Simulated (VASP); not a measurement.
**SnO: a changed input and its effect**

System: SnO (I4/mmm, 2 atoms in the cell).
Method of run 1: DFT, PBE, plane waves, PAW (VASP 6.6.1).

The structure was built on a prototype by a generator. The geometry comes from this level: r2SCAN (a point of a series of strains). 

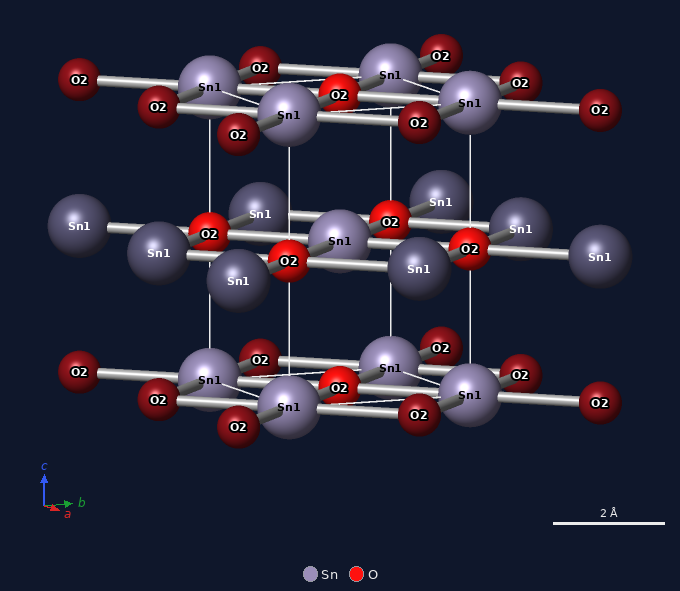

Fig. 1: The structure (ball-and-stick view of the cell 2 times as large as that of the calculation, set on its symmetry axes, seen slightly off an axis; neighbours outside the cell are drawn fainter; atoms are numbered from 1 in the order of the input).

## INCAR, run 1
```
ENCUT = 520.000000
SIGMA = 0.020000
EDIFF = 1.00e-07
GGA = PE
PREC = Accurate
IBRION = -1
ISIF = 2
ISMEAR = -1
NBANDS = 17
NELM = 120
NSW = 0
LASPH = .TRUE.
LCHARG = .TRUE.
LELF = .TRUE.
LWAVE = .FALSE.
LREAL = .FALSE.
```

## KPOINTS, run 1
```
KPOINTS created by Atomic Simulation Environment
0
Gamma
8 8 8
0 0 0
```

## KPOINTS_OPT, run 1
```
special points
9
Reciprocal
0.0000000000 0.0000000000 0.0000000000 1
0.5000000000 0.0000000000 0.5000000000 1
0.6250000000 0.2500000000 0.6250000000 1
0.3750000000 0.3750000000 0.7500000000 1
0.5000000000 0.5000000000 0.5000000000 1
0.5000000000 0.2500000000 0.7500000000 1
0.5000000000 0.4250000000 0.5750000000 1
0.1263020000 0.1451010000 -0.4387210000 1
-0.1240230000 0.0021160000 0.4422200000 1
```

## POSCAR, run 1
```
Sn O
 1.0000000000000000
     0.0000000000000000    2.5369732561000000    2.6869083754999998
     2.5369732561000000    0.0000000000000000    2.6869083754999998
     2.5369732561000000    2.5369732561000000    0.0000000000000000
 Sn  O
   1   1
Cartesian
  0.0000000000000000  0.0000000000000000  0.0000000000000000
  2.5369732561000000  2.5369732561000000  2.6869083754999998
```

Command:
```bash
mpirun -np 1 vasp_std
```

Hardware: 1 CPU thread, shared host.

## OSZICAR and lines of OUTCAR (run 1)
```
N       E                     dE             d eps       ncg     rms          rms(c)
DAV:   1     0.146442741937E+03    0.14644E+03   -0.10266E+04  2067   0.175E+03
DAV:   2     0.154901973636E+01   -0.14489E+03   -0.13803E+03  2208   0.387E+02
DAV:   3    -0.121128046397E+02   -0.13662E+02   -0.13578E+02  2373   0.105E+02
DAV:   4    -0.123933569323E+02   -0.28055E+00   -0.28040E+00  2490   0.158E+01
DAV:   5    -0.124002775839E+02   -0.69207E-02   -0.69203E-02  2717   0.242E+00    0.830E+00
DAV:   6    -0.107996393779E+02    0.16006E+01   -0.13513E+01  2437   0.429E+01    0.538E+00
DAV:   7    -0.104790884870E+02    0.32055E+00   -0.23105E+00  2435   0.809E+00    0.139E+00
[...]
       N       E                     dE             ncg
DAV:   1     0.190450594429E+04   -0.55391E+04      322
DAV:   2     0.623422648642E+03   -0.12811E+04      346
DAV:   3     0.502191138368E+03   -0.12123E+03      360
DAV:   4     0.499613553832E+03   -0.25776E+01      382
DAV:   5     0.499549071364E+03   -0.64482E-01      409
DAV:   6     0.499546255138E+03   -0.28162E-02      399
DAV:   7     0.499546115534E+03   -0.13960E-03      424
DAV:   8     0.499546114963E+03   -0.57061E-06      372
DAV:   9     0.499546114953E+03   -0.10235E-07      289
[... from OUTCAR:]
   NELECT =      20.0000    total number of electrons
 E-fermi :   7.2488
  free  energy   TOTEN  =       -10.4586316810 eV
  energy  without entropy=      -10.4586316805  energy(sigma->0) =      -10.45863168
```

The input of run 2 differs as follows (lines with − go, lines with + come):
```diff
-GGA = PE
+ALGO = Normal
+METAGGA = R2SCAN
-LCHARG = .TRUE.
-LELF = .TRUE.
+LCHARG = .FALSE.
```

Predict how the results change.

The total energies belong to different methods, so their difference says nothing on which is more stable or more accurate. A gap of 0.04 eV opens on the mesh, where run 1 has none. The pressure goes from −2.37 to −4.63 GPa. The functional changes from PBE to R2SCAN. The number of SCF iterations is the same.

## OSZICAR and lines of OUTCAR (run 2)
```
N       E                     dE             d eps       ncg     rms          rms(c)
DAV:   1     0.123845087811E+03    0.12385E+03   -0.10470E+04  2067   0.179E+03
DAV:   2    -0.244343137436E+02   -0.14828E+03   -0.14130E+03  2224   0.395E+02
DAV:   3    -0.383842073572E+02   -0.13950E+02   -0.13868E+02  2349   0.108E+02
DAV:   4    -0.386811474862E+02   -0.29694E+00   -0.29677E+00  2513   0.163E+01
DAV:   5    -0.386890868196E+02   -0.79393E-02   -0.79389E-02  2810   0.257E+00    0.760E+00
DAV:   6    -0.321485749025E+02    0.65405E+01   -0.83409E+00  2667   0.415E+01    0.347E+00
DAV:   7    -0.322222072437E+02   -0.73632E-01   -0.87009E-01  2234   0.641E+00    0.145E+00
[...]
       N       E                     dE             ncg
DAV:   1     0.183639736084E+04   -0.56072E+04      322
DAV:   2     0.511177785670E+03   -0.13252E+04      354
DAV:   3     0.387890853077E+03   -0.12329E+03      353
DAV:   4     0.385142745681E+03   -0.27481E+01      383
DAV:   5     0.385069128145E+03   -0.73618E-01      384
DAV:   6     0.385065567968E+03   -0.35602E-02      415
DAV:   7     0.385065480580E+03   -0.87388E-04      407
DAV:   8     0.385065480003E+03   -0.57634E-06      423
DAV:   9     0.385065479997E+03   -0.67960E-08      271
[... from OUTCAR:]
   NELECT =      20.0000    total number of electrons
 E-fermi :   7.2454
  free  energy   TOTEN  =       -32.2140531381 eV
  energy  without entropy=      -32.2140531381  energy(sigma->0) =      -32.21405314
```

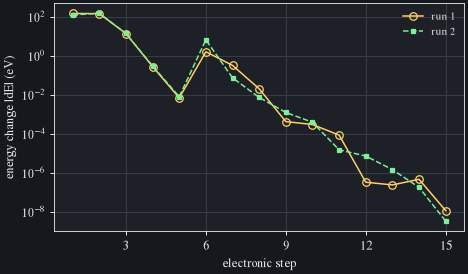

Fig. 2: Convergence of the two runs: energy change |dE| against the electronic step. Run 1 takes 15 steps in all, and run 2 takes 15.

## The two runs side by side

| quantity | run 1 | run 2 |
| --- | --- | --- |
| outcome | converged | converged |
| free energy per atom (eV) | −5.2293 | −16.1070 |
| gap on the mesh (eV) | 0.00 | 0.04 |
| pressure (GPa) | −2.37 | −4.63 |
| largest force (eV/Å) | 0.000 | 0.000 |
| SCF iterations | 15 | 15 |
| irreducible k-points | 59 | 59 |
